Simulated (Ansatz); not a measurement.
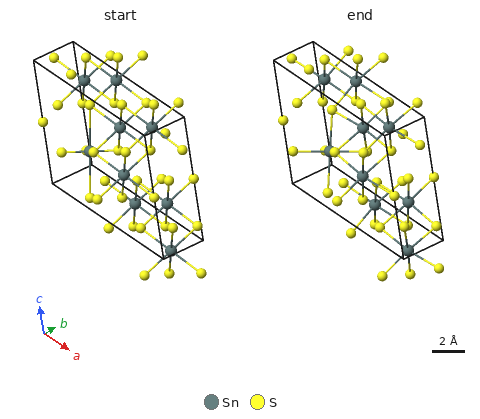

The structure of a defect cell of composition Sn7S16 (cell charge −4) (started half-way along a vacancy jump, in the symmetry of that start) before (left) and after (right) a relaxation, at one scale.

Style: ball-and-stick. Shown: the cell of the calculation (origin shifted), slightly off an axis.

Theory: DFT PBEsol, scalar-relativistic, plane waves, PAW (Ansatz). Settings: plane-wave cutoff 420 eV; k-point mesh 4 × 4 × 4; occupations gaussian; smearing width 0.05 eV; no spin polarisation; atoms relaxed in a fixed cell; force threshold 0.02 eV/Å; at most 60 steps.

> Summarise the run.

After 7 accepted moves (8 points after the start) the energy has fallen by 8.761 eV per cell of the calculation. Largest force component: 18 eV/Å at the start, 0.018 eV/Å at the end. 1 step only repeated the SCF at the same geometry. The largest moves, 0.55 Å, are those of S atoms. Largest moves by element: S 0.55 Å, Sn 0.20 Å. The cell stays as it was. Among the contacts that change: S–Sn 1.812 → 2.357 Å, S–Sn 3.154 → 2.800 Å, S–Sn 3.154 → 2.863 Å, S–Sn 2.572 → 2.740 Å. Among the angles between lasting bonds that change: S–Sn–S 180.0° → 167.5°, S–Sn–S 180.0° → 171.0°, S–Sn–S 89.6° → 98.1°. The run took 7.6 min on 4 threads of AMD EPYC 7R13 Processor (Zen 3), with other jobs on the host, peak memory 2.9 GiB.

Limits of the set-up: the cell is charged, on a uniform background, and energies carry no finite-size correction.
